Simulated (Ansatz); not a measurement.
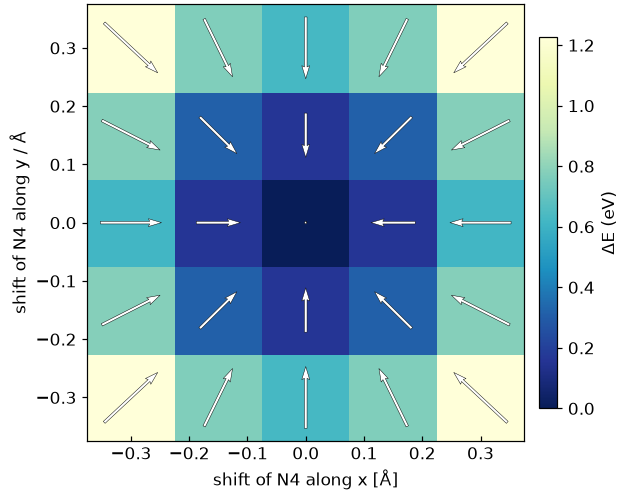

Energy landscape of Ta3N (P-3m1, No. 164; 4 atoms in the cell). Atom N4 is moved over a plane while all other atoms and the cell stay fixed (its periodic images move with it) (x along [1 0 0], y along [1 2 0], z along [0 0 1] of the conventional cell). Coordinates scanned: (1) shift of N4 along x; (2) shift of N4 along y. The grid has 5 × 5 points; 9 points were computed and 16 follow by symmetry. Energies: eV per cell, counted from the lowest grid point. Computed with Ansatz 0.2.0, DFT PBEsol, scalar-relativistic, plane waves, PAW. Settings: cutoff 420 eV, k-mesh 18×18×8 in the order of the run's cell vectors, gaussian smearing 0.15 eV, no spin polarisation.

In the figure: one coloured cell a grid point, arrows along the force (downhill), their lengths compressed. 

Q: What does the map say about the system?

A: The lowest grid point is at shift of N4 along x = 0.00 Å, shift of N4 along y = 0.00 Å. No other kind of well shows on this grid. The highest grid point, shift of N4 along x = −0.30 Å, shift of N4 along y = −0.30 Å, lies 1.23 eV above the lowest. Near the minimum the well is nearly round, with a curvature of about 14 eV/Å².

The values on the grid:

```
shift of N4 along y ↓, shift of N4 along x →  −0.30  −0.15  0.00  0.15  0.30
                                        0.30   1.23   0.77  0.62  0.77  1.23
                                        0.15   0.78   0.32  0.16  0.32  0.78
                                        0.00   0.62   0.16  0.00  0.16  0.62
                                       −0.15   0.78   0.32  0.16  0.32  0.78
                                       −0.30   1.23   0.77  0.62  0.77  1.23
```
